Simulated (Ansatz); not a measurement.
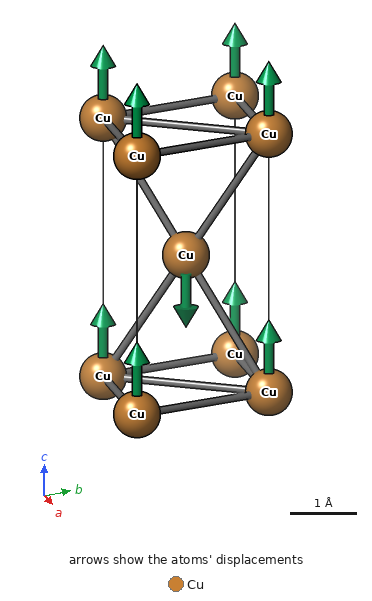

Phonons of a crystal of Cu, at the zone centre of a doubled cell. The levels lie at 45i, 167, 259 cm⁻¹. One mode is drawn. The green arrows are the displacements of the atoms (eigenvector over the root of the mass), of arbitrary overall length and sign. A ball-and-stick model of the cell of the calculation, seen slightly off an axis.

Computed with DFT r2SCAN, scalar-relativistic, plane waves, PAW in Ansatz 0.2.0. (plane-wave cutoff 500 eV; k-point mesh 26 × 26 × 14; occupations gaussian; smearing width 0.15 eV; no spin polarisation)

Question: To which level does it belong?

Answer: The level at 259 cm⁻¹. This is a non-degenerate mode, the highest level (1 lower level is imaginary, so the structure is unstable) (the three translations aside). All motion is along c of the drawn cell; atoms of one kind move against one another, with no net shift of their sublattice. It changes sign from one half of the doubled cell to the other: it belongs to the zone boundary, q = (0, 0, 1/2) in the reciprocal vectors of the undoubled cell.
